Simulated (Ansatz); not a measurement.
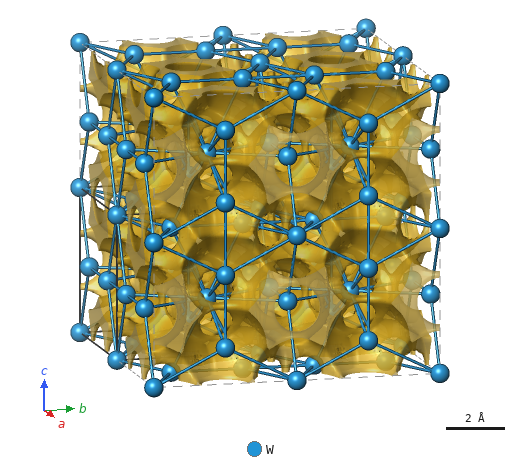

The yellow surface encloses the points that the centre of a probe sphere of radius 0.20 Å can occupy in W (Pm-3n, No. 223), computed on a grid of about 0.14 Å (2×2×2 cells shown, view slightly off an axis; pale faces close the region where the box cuts it).

Hard-sphere model; touching radii (half the shortest distance): W 1.27 Å.

The cell is taken from the input geometry of an electronic-structure calculation (not necessarily at equilibrium).

```xyz
8
Lattice="5.0990 0.0000 0.0000 0.0000 5.0990 0.0000 0.0000 0.0000 5.0990" Properties=species:S:1:pos:R:3 pbc="T T T"
W     0.0000    0.0000    0.0000
W     2.5495    2.5495    2.5495
W     0.0000    2.5495    1.2748
W     0.0000    2.5495    3.8243
W     1.2748    0.0000    2.5495
W     3.8243    0.0000    2.5495
W     2.5495    3.8243    0.0000
W     2.5495    1.2748    0.0000
```

Describe the connectivity of the accessible space.

Answer. Where they connect, they form a three-dimensional network.

What share of the cell can the probe's centre reach?

Answer. About 21 % of the volume (28 Å³ of 132.6 Å³).

Give the largest included and the largest free sphere.

Answer. The largest sphere that fits anywhere has a diameter of 1.13 Å; the largest that can travel through the crystal, about 0.9 Å.

How does the connectivity change as the probe shrinks?

Answer. Below a radius of about 0.43 Å the space forms a three-dimensional network. These are grid estimates, good to about 0.05 Å.
